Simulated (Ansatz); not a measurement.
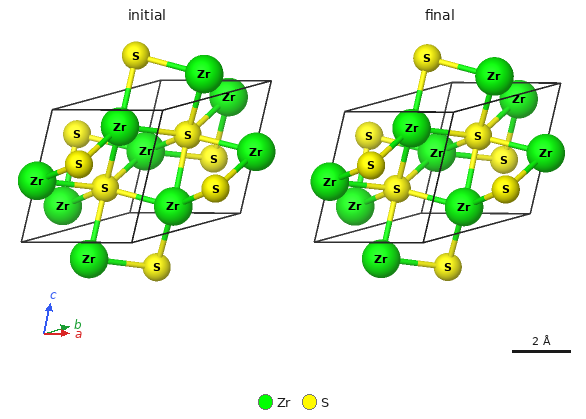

The structure of solid Zr$_{3}$S$_{2}$ (set up in R32) before (left) and after (right) a relaxation, at one scale.

A ball-and-stick model of the cell of the calculation, seen from a free direction.

The run lets cell and atoms move.

Theory: Ansatz, Kohn-Sham DFT of a periodic cell, PBEsol, Ansatz PAW.

Input file:
```yaml
crystal:
  lattice:
    - [2.9025379727, 1.6757810799, 3.4877732718]
    - [-2.9025379727, 1.6757810799, 3.4877732718]
    - [0.0, -3.3515621597, 3.4877732718]
  atoms:
    - { symbol: Zr, position: [0.838727, 0.5, 0.161273] }
    - { symbol: Zr, position: [0.5, 0.161273, 0.838727] }
    - { symbol: Zr, position: [0.161273, 0.838727, 0.5] }
    - { symbol: S, position: [0.665023, 0.665023, 0.665023] }
    - { symbol: S, position: [0.334977, 0.334977, 0.334977] }
hamiltonian:
  xc: pbesol
  pseudopotentials: { kind: paw }
kpoints:
  mp_grid: { grid: [6, 6, 6] }
scf:
  occupations: { method: fermi_dirac, width: 0.05 }
output:
  forces: true
  stress: true
  eigenvalues: true
relax:
  f_tol: 0.01
  max_steps: 40
  cell: { stress_tol: 0.05 }
```

Launched with:
```bash
ansatz run input.yaml --threads 2 --pin off --max-ram 5632MiB --backend cpu --events-out ev --progress --plain --runs-dir out
```

Question: Describe what moved and what it gained.

Answer: The atoms keep their places relative to the cell (all moves are under 0.005 Å). The drawn cell changes as follows: a = b = c 4.837 → 4.769 Å (−1.4 %); the volume changes by −4.1 %. Among the contacts that change: Zr–Zr 3.488 → 3.438 Å, Zr–Zr 3.406 → 3.356 Å, Zr–Zr 3.325 → 3.281 Å, S–Zr 2.617 → 2.578 Å. The space group stays R32 (No. 155). Over 2 accepted moves (4 points after the start) the energy falls by 70.0 meV per cell of the calculation. The largest force component goes from 0.13 to 0.0044 eV/Å. The pressure goes from −5.11 to −0.03 GPa. The line search rejected the trial step at point 1 of the run. At 1 point the geometry stayed and the basis and grid were re-selected for the new cell (energy shift of 0.5 meV per cell of the calculation at most each time). At step 1 the optimiser overshot: the energy rose above the start, and later steps came back.
